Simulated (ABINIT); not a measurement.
**Geometry relaxation, with input and output: Sn (part 1 of 3)**

System: Sn (Fd-3m, 2 atoms in the cell).
Method: Kohn-Sham DFT of a periodic cell, PBE, Ansatz PAW PBE default generated set, frozen core, no spin polarisation (ABINIT 10.8.3).

The structure derives from an entry of the Crystallography Open Database.

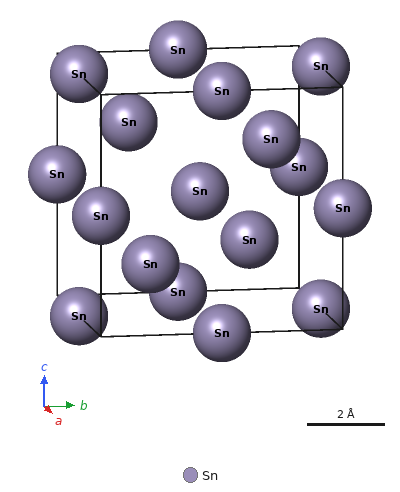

*The input geometry (spheres-only view of the cell 4 times as large as that of the calculation, set on its symmetry axes, seen slightly off an axis). An atom can appear more than once, as a periodic image.*

**Input file**
```
# Pseudopotentials
pp_dirpath "./"
pseudos "Sn.GGA_PBE-ansatz.xml"

# Structure
acell 8.64103205 8.64103205 8.64103205
rprim
     0.0000000000     0.7071067812     0.7071067812
     0.7071067812     0.0000000000     0.7071067812
     0.7071067812     0.7071067812     0.0000000000
ntypat 1
znucl 50
natom 2
typat 1 1
xred
     0.7500000000     0.7500000000     0.7500000000
     0.5000000000     0.5000000000     0.5000000000
chkprim 0
chksymtnons 0
tolsym 1.0e-6

# Plane-wave basis
ecut 15.4
pawecutdg 30.8
pawxcdev 0
pawovlp -1

# k points
kptopt 1
ngkpt 7 7 7
nshiftk 1
shiftk 0.0 0.0 0.0

# Exchange and correlation
ixc 11

# Bands and occupations
nband 18
occopt 3
tsmear 0.00183747

# SCF cycle
nstep 100
tolvrs 1.0e-9

# Output
iomode 3
prtwf 0
prtden 0
prteig 0
prtebands 0
enunit 1

# Relaxation
ionmov 22
ntime 60
tolmxf 5.0e-5
optcell 2
dilatmx 1.08
ecutsm 0.5
```

Run as:
```bash
abinit run.abi > log 2>&1
```

**Output**
```
.Version 10.8.3 of ABINIT
 Symmetries : space group Fd -3 m (#227); Bravais cF (face-center cubic)
================================================================================
 Values of the parameters that define the memory need of the present run
     intxc =       0    ionmov =      22      iscf =      17    lmnmax =      32
     lnmax =       8     mgfft =      36  mpssoang =       4    mqgrid =    3001
     natom =       2  nloc_mem =       2    nspden =       1   nspinor =       1
    nsppol =       1      nsym =      48    n1xccc =       1    ntypat =       1
    occopt =       3   xclevel =       2
       mpw =        1673          nfft =       46656          nkpt =          20
 PAW method is used; the additional fine FFT grid is defined by:
   mgfftf=        48    nfftf =    110592
================================================================================
================================================================================

--------------------------------------------------------------------------------
------------- Echo of variables that govern the present computation ------------
--------------------------------------------------------------------------------
 -outvars: echo values of preprocessed input variables --------
            acell      8.6410320500E+00  8.6410320500E+00  8.6410320500E+00 Bohr
              amu      1.18710000E+02
          chkprim           0
      chksymtnons           0
          dilatmx      1.08000000E+00
             ecut      1.54000000E+01 Hartree
           ecutsm      5.00000000E-01 Hartree
           enunit           1
           ionmov          22
              ixc          11
         kptrlatt        7    0    0      0    7    0      0    0    7
          kptrlen      6.04872244E+01
            natom           2
            nband          18
            ngfft          36      36      36
          ngfftdg          48      48      48
             nkpt          20
            nstep         100
             nsym          48
            ntime          60
           ntypat           1
           occopt           3
          optcell           2
        pawecutdg      3.08000000E+01 Hartree
          pawovlp     -1.0000000000E+00
         pawxcdev           0
           prtden           0
        prtebands           0
           prteig           0
            prtwf           0
            rprim      0.0000000000E+00  7.0710678120E-01  7.0710678120E-01
                       7.0710678120E-01  0.0000000000E+00  7.0710678120E-01
                       7.0710678120E-01  7.0710678120E-01  0.0000000000E+00
          spgroup         227
           tolsym      1.00000000E-06
           tolvrs      1.00000000E-09
           tsmear      1.83747000E-03 Hartree
            typat      1  1
           useylm           1
           xangst      4.8500141968E+00  4.8500141968E+00  4.8500141968E+00
                       3.2333427979E+00  3.2333427979E+00  3.2333427979E+00
            xcart      9.1651985387E+00  9.1651985387E+00  9.1651985387E+00
                       6.1101323591E+00  6.1101323591E+00  6.1101323591E+00
             xred      7.5000000000E-01  7.5000000000E-01  7.5000000000E-01
                       5.0000000000E-01  5.0000000000E-01  5.0000000000E-01
            znucl       50.00000

================================================================================

 chkinp: Checking input parameters for consistency.

================================================================================
== DATASET  1 ==================================================================

--- !DatasetInfo
iteration_state: {dtset: 1, }
dimensions: {natom: 2, nkpt: 20, mband: 18, nsppol: 1, nspinor: 1, nspden: 1, mpw: 1673, }
cutoff_energies: {ecut:  15.4, pawecutdg:  30.8, }
electrons: {nelect:   2.80000000E+01, charge:   0.00000000E+00, occopt:   3.00000000E+00, tsmear:   1.83747000E-03, }
meta: {optdriver: 0, ionmov: 22, optcell: 2, iscf: 17, paral_kgb: 0, }
...

 Exchange-correlation functional for the present dataset will be:
  GGA: Perdew-Burke-Ernzerhof functional - ixc=11
  J.P.Perdew, K.Burke, M.Ernzerhof, PRL 77, 3865 (1996)

 Real(R)+Recip(G) space primitive vectors, cartesian coordinates (Bohr,Bohr^-1):
 R(1)=  0.0000000  6.1101324  6.1101324  G(1)= -0.0818313  0.0818313  0.0818313
 R(2)=  6.1101324  0.0000000  6.1101324  G(2)=  0.0818313 -0.0818313  0.0818313
 R(3)=  6.1101324  6.1101324  0.0000000  G(3)=  0.0818313  0.0818313 -0.0818313
 Unit cell volume ucvol=  4.5622791E+02 bohr^3
 Angles (23,13,12)=  6.00000000E+01  6.00000000E+01  6.00000000E+01 degrees

 Coarse grid specifications (used for wave-functions):

 getcut: wavevector=  0.0000  0.0000  0.0000  ngfft=  36  36  36
         ecut(hartree)=     17.963   => boxcut(ratio)=   2.18367

 Fine grid specifications (used for densities):

 getcut: wavevector=  0.0000  0.0000  0.0000  ngfft=  48  48  48
         ecut(hartree)=     35.925   => boxcut(ratio)=   2.05879

--- Pseudopotential description ------------------------------------------------
- pspini: atom type   1  psp file is ./Sn.GGA_PBE-ansatz.xml
 Pseudopotential format is: paw10
 basis_size (lnmax)=  8 (lmn_size= 32), orbitals=   0   0   1   1   2   2   3   3
 Spheres core radius: rc_sph= 2.63805767
 Shapefunction is NUMERIC type: directly read from atomic data file
 Radius for shape functions =  2.63805767
 Compensation charge density is not taken into account in XC energy/potential

   3.20408443E+03                                ecore*ucvol(ha*bohr**3)
--------------------------------------------------------------------------------

================================================================================

=== [ionmov=22] Limited-memory Broyden-Fletcher-Goldfarb-Shanno method
================================================================================

--- Iteration: ( 1/60) Internal Cycle: (1/1)
--------------------------------------------------------------------------------

---SELF-CONSISTENT-FIELD CONVERGENCE--------------------------------------------

--- !BeginCycle
iteration_state: {dtset: 1, itime: 1, icycle: 1, }
solver: {iscf: 17, nstep: 100, nline: 4, wfoptalg: 10, }
tolerances: {tolvrs: 1.00E-09, }
...

     iter   Etot(hartree)      deltaE(h)  residm     nres2
 ETOT  1  -139.13334219530    -1.391E+02 3.276E-01 1.877E+00
 ETOT  2  -139.41659371544    -2.833E-01 3.899E-02 3.612E-01
 ETOT  3  -139.41555533100     1.038E-03 2.942E-02 4.413E-02
 ETOT  4  -139.41544537398     1.100E-04 1.118E-02 7.077E-03
 ETOT  5  -139.41548374306    -3.837E-05 6.438E-03 1.395E-03
 ETOT  6  -139.41552221453    -3.847E-05 1.398E-03 2.023E-05
 ETOT  7  -139.41552358275    -1.368E-06 9.940E-04 1.301E-06
 ETOT  8  -139.41552359467    -1.192E-08 2.829E-04 1.376E-07
 ETOT  9  -139.41552359604    -1.371E-09 2.635E-04 5.618E-09
 ETOT 10  -139.41552359610    -5.841E-11 8.100E-05 5.078E-10

 At SCF step   10       nres2   =  5.08E-10 < tolvrs=  1.00E-09 =>converged.

 Cartesian components of stress tensor (hartree/bohr^3)
  sigma(1 1)= -1.30006809E-04  sigma(3 2)=  0.00000000E+00
  sigma(2 2)= -1.30006809E-04  sigma(3 1)=  0.00000000E+00
  sigma(3 3)= -1.30006809E-04  sigma(2 1)=  0.00000000E+00

--- !ResultsGS
iteration_state: {dtset: 1, itime: 1, icycle: 1, }
comment   : Summary of ground state results
lattice_vectors:
- [  0.0000000,   6.1101324,   6.1101324, ]
- [  6.1101324,   0.0000000,   6.1101324, ]
- [  6.1101324,   6.1101324,   0.0000000, ]
lattice_lengths: [   8.64103,    8.64103,    8.64103, ]
lattice_angles: [ 60.000,  60.000,  60.000, ] # degrees, (23, 13, 12)
lattice_volume:   4.5622791E+02
convergence: {deltae: -5.841E-11, res2:  5.078E-10, residm:  8.100E-05, diffor: null, }
etotal    :  -1.39415524E+02
entropy   :   0.00000000E+00
fermie    :   4.14517064E-02
cartesian_stress_tensor: # hartree/bohr^3
- [ -1.30006809E-04,   0.00000000E+00,   0.00000000E+00, ]
- [  0.00000000E+00,  -1.30006809E-04,   0.00000000E+00, ]
- [  0.00000000E+00,   0.00000000E+00,  -1.30006809E-04, ]
pressure_GPa:   3.8249E+00
xred      :
- [  7.5000E-01,   7.5000E-01,   7.5000E-01, Sn]
- [  5.0000E-01,   5.0000E-01,   5.0000E-01, Sn]
cartesian_forces: # hartree/bohr
- [ -8.60713384E-32,   5.64352167E-49,   8.60713384E-32, ]
- [  8.60713384E-32,  -5.64352167E-49,  -8.60713384E-32, ]
force_length_stats: {min:   1.21723254E-31, max:   1.21723254E-31, mean:   1.21723254E-31, }
...

 Integrated electronic density in atomic spheres:
 ------------------------------------------------
 Atom  Sphere_radius  Integrated_density
    1        2.63806         12.34306378
    2        2.63806         12.34306378

---OUTPUT-----------------------------------------------------------------------

 Cartesian coordinates (xcart) [bohr]
  9.16519853868231E+00  9.16519853868231E+00  9.16519853868231E+00
  6.11013235912154E+00  6.11013235912154E+00  6.11013235912154E+00
 Reduced coordinates (xred)
  7.50000000000000E-01  7.50000000000000E-01  7.50000000000000E-01
  5.00000000000000E-01  5.00000000000000E-01  5.00000000000000E-01
 Cartesian forces (fcart) [Ha/bohr]; max,rms= 8.60713E-32 7.02770E-32 (free atoms)
 -8.60713384321762E-32  5.64352166769715E-49  8.60713384321762E-32
  8.60713384321762E-32 -5.64352166769715E-49 -8.60713384321762E-32
 Gradient of E wrt nuclear positions in reduced coordinates (gred)
 -5.25907270147341E-31 -4.22121183184438E-47  5.25907270147341E-31
  5.25907270147341E-31  4.22121183184438E-47 -5.25907270147341E-31
 Scale of Primitive Cell (acell) [bohr]
  8.64103205000000E+00  8.64103205000000E+00  8.64103205000000E+00
 Real space primitive translations (rprimd) [bohr]
  0.00000000000000E+00  6.11013235912154E+00  6.11013235912154E+00
  6.11013235912154E+00  0.00000000000000E+00  6.11013235912154E+00
  6.11013235912154E+00  6.11013235912154E+00  0.00000000000000E+00
 Unitary Cell Volume (ucvol) [Bohr^3]=  4.56227910106016E+02
 Angles (23,13,12)= [degrees]
  6.00000000000000E+01  6.00000000000000E+01  6.00000000000000E+01
 Lengths [Bohr]
  8.64103205016439E+00  8.64103205016439E+00  8.64103205016439E+00
 Stress tensor in cartesian coordinates (strten) [Ha/bohr^3]
 -1.30006808761036E-04  0.00000000000000E+00  0.00000000000000E+00
  0.00000000000000E+00 -1.30006808761039E-04  0.00000000000000E+00
  0.00000000000000E+00  0.00000000000000E+00 -1.30006808761036E-04
 Total energy (etotal) [Ha]= -1.39415523596101E+02

--- Iteration: ( 2/60) Internal Cycle: (1/1)
--------------------------------------------------------------------------------

---SELF-CONSISTENT-FIELD CONVERGENCE--------------------------------------------

--- !BeginCycle
iteration_state: {dtset: 1, itime: 2, icycle: 1, }
solver: {iscf: 17, nstep: 100, nline: 4, wfoptalg: 10, }
tolerances: {tolvrs: 1.00E-09, }
...

     iter   Etot(hartree)      deltaE(h)  residm     nres2
 ETOT  1  -139.42140443447    -1.394E+02 8.811E-05 5.800E-01
 ETOT  2  -139.41639664023     5.008E-03 3.081E-05 3.554E-02
 ETOT  3  -139.41616286453     2.338E-04 1.029E-05 9.022E-03
 ETOT  4  -139.41613419530     2.867E-05 5.836E-06 1.171E-03
 ETOT  5  -139.41615353685    -1.934E-05 1.756E-06 2.729E-04
 ETOT  6  -139.41616391745    -1.038E-05 1.732E-06 6.854E-06
 ETOT  7  -139.41616416607    -2.486E-07 4.123E-07 6.779E-07
 ETOT  8  -139.41616418935    -2.328E-08 2.471E-07 9.754E-09
 ETOT  9  -139.41616418987    -5.216E-10 1.191E-07 2.005E-09
 ETOT 10  -139.41616418992    -5.312E-11 7.073E-08 4.056E-11

 At SCF step   10       nres2   =  4.06E-11 < tolvrs=  1.00E-09 =>converged.

 Cartesian components of stress tensor (hartree/bohr^3)
  sigma(1 1)= -1.09316501E-04  sigma(3 2)=  0.00000000E+00
  sigma(2 2)= -1.09316501E-04  sigma(3 1)=  0.00000000E+00
  sigma(3 3)= -1.09316501E-04  sigma(2 1)=  0.00000000E+00

--- !ResultsGS
iteration_state: {dtset: 1, itime: 2, icycle: 1, }
comment   : Summary of ground state results
lattice_vectors:
- [  0.0000000,   6.1339631,   6.1339631, ]
- [  6.1339631,   0.0000000,   6.1339631, ]
- [  6.1339631,   6.1339631,   0.0000000, ]
lattice_lengths: [   8.67473,    8.67473,    8.67473, ]
lattice_angles: [ 60.000,  60.000,  60.000, ] # degrees, (23, 13, 12)
lattice_volume:   4.6158690E+02
convergence: {deltae: -5.312E-11, res2:  4.056E-11, residm:  7.073E-08, diffor: null, }
etotal    :  -1.39416164E+02
entropy   :   0.00000000E+00
fermie    :   3.82166864E-02
cartesian_stress_tensor: # hartree/bohr^3
- [ -1.09316501E-04,   0.00000000E+00,   0.00000000E+00, ]
- [  0.00000000E+00,  -1.09316501E-04,   0.00000000E+00, ]
- [  0.00000000E+00,   0.00000000E+00,  -1.09316501E-04, ]
pressure_GPa:   3.2162E+00
xred      :
- [  7.5000E-01,   7.5000E-01,   7.5000E-01, Sn]
- [  5.0000E-01,   5.0000E-01,   5.0000E-01, Sn]
cartesian_forces: # hartree/bohr
- [ -4.71553208E-31,   2.14342367E-31,   3.85816261E-31, ]
- [  4.71553208E-31,  -2.14342367E-31,  -3.85816261E-31, ]
force_length_stats: {min:   6.45878677E-31, max:   6.45878677E-31, mean:   6.45878677E-31, }
...

 Integrated electronic density in atomic spheres:
 ------------------------------------------------
 Atom  Sphere_radius  Integrated_density
    1        2.63806         12.34801196
    2        2.63806         12.34801196

---OUTPUT-----------------------------------------------------------------------

 Cartesian coordinates (xcart) [bohr]
  9.20094468509258E+00  9.20094468509258E+00  9.20094468509258E+00
  6.13396312339505E+00  6.13396312339505E+00  6.13396312339505E+00
 Reduced coordinates (xred)
  7.50000000000000E-01  7.50000000000000E-01  7.50000000000000E-01
  5.00000000000000E-01  5.00000000000000E-01  5.00000000000000E-01
 Cartesian forces (fcart) [Ha/bohr]; max,rms= 4.71553E-31 3.72898E-31 (free atoms)
 -4.71553207546743E-31  2.14342367066702E-31  3.85816260720063E-31
  4.71553207546743E-31 -2.14342367066702E-31 -3.85816260720063E-31
 Gradient of E wrt nuclear positions in reduced coordinates (gred)
 -3.68135089103139E-30  5.25907270147341E-31  1.57772181044202E-30
  3.68135089103139E-30 -5.25907270147341E-31 -1.57772181044202E-30
 Scale of Primitive Cell (acell) [bohr]
  8.67473384020171E+00  8.67473384020171E+00  8.67473384020171E+00
 Real space primitive translations (rprimd) [bohr]
  0.00000000000000E+00  6.13396312339505E+00  6.13396312339505E+00
  6.13396312339505E+00  0.00000000000000E+00  6.13396312339505E+00
  6.13396312339505E+00  6.13396312339505E+00  0.00000000000000E+00
 Unitary Cell Volume (ucvol) [Bohr^3]=  4.61586903152957E+02
 Angles (23,13,12)= [degrees]
  6.00000000000000E+01  6.00000000000000E+01  6.00000000000000E+01
 Lengths [Bohr]
  8.67473384020171E+00  8.67473384020171E+00  8.67473384020171E+00
 Stress tensor in cartesian coordinates (strten) [Ha/bohr^3]
 -1.09316501472787E-04  0.00000000000000E+00  0.00000000000000E+00
  0.00000000000000E+00 -1.09316501472797E-04  0.00000000000000E+00
  0.00000000000000E+00  0.00000000000000E+00 -1.09316501472796E-04
 Total energy (etotal) [Ha]= -1.39416164189923E+02

 Difference of energy with previous step (new-old):
           Absolute (Ha)=-6.40594E-04
           Relative     =-4.59484E-06

--- Iteration: ( 3/60) Internal Cycle: (1/1)
--------------------------------------------------------------------------------

---SELF-CONSISTENT-FIELD CONVERGENCE--------------------------------------------

--- !BeginCycle
iteration_state: {dtset: 1, itime: 3, icycle: 1, }
solver: {iscf: 17, nstep: 100, nline: 4, wfoptalg: 10, }
tolerances: {tolvrs: 1.00E-09, }
...

     iter   Etot(hartree)      deltaE(h)  residm     nres2
 ETOT  1  -139.60195611091    -1.396E+02 1.419E-03 1.919E+01
 ETOT  2  -139.42725143152     1.747E-01 8.270E-04 1.181E+00
 ETOT  3  -139.41958308236     7.668E-03 6.200E-04 2.842E-01
 ETOT  4  -139.41763552458     1.948E-03 2.033E-04 3.495E-02
 ETOT  5  -139.41762206648     1.346E-05 2.507E-05 7.391E-03
 ETOT  6  -139.41794339725    -3.213E-04 3.568E-05 3.546E-04
 ETOT  7  -139.41796306111    -1.966E-05 1.875E-05 5.548E-05
 ETOT  8  -139.41796571612    -2.655E-06 1.933E-06 7.253E-07
 ETOT  9  -139.41796578914    -7.302E-08 4.031E-07 1.181E-07
 ETOT 10  -139.41796579506    -5.919E-09 1.379E-07 1.668E-09
 ETOT 11  -139.41796579517    -1.063E-10 4.168E-08 2.272E-10

 At SCF step   11       nres2   =  2.27E-10 < tolvrs=  1.00E-09 =>converged.

 Cartesian components of stress tensor (hartree/bohr^3)
  sigma(1 1)= -1.19739640E-05  sigma(3 2)=  0.00000000E+00
  sigma(2 2)= -1.19739640E-05  sigma(3 1)=  0.00000000E+00
  sigma(3 3)= -1.19739640E-05  sigma(2 1)=  0.00000000E+00
```
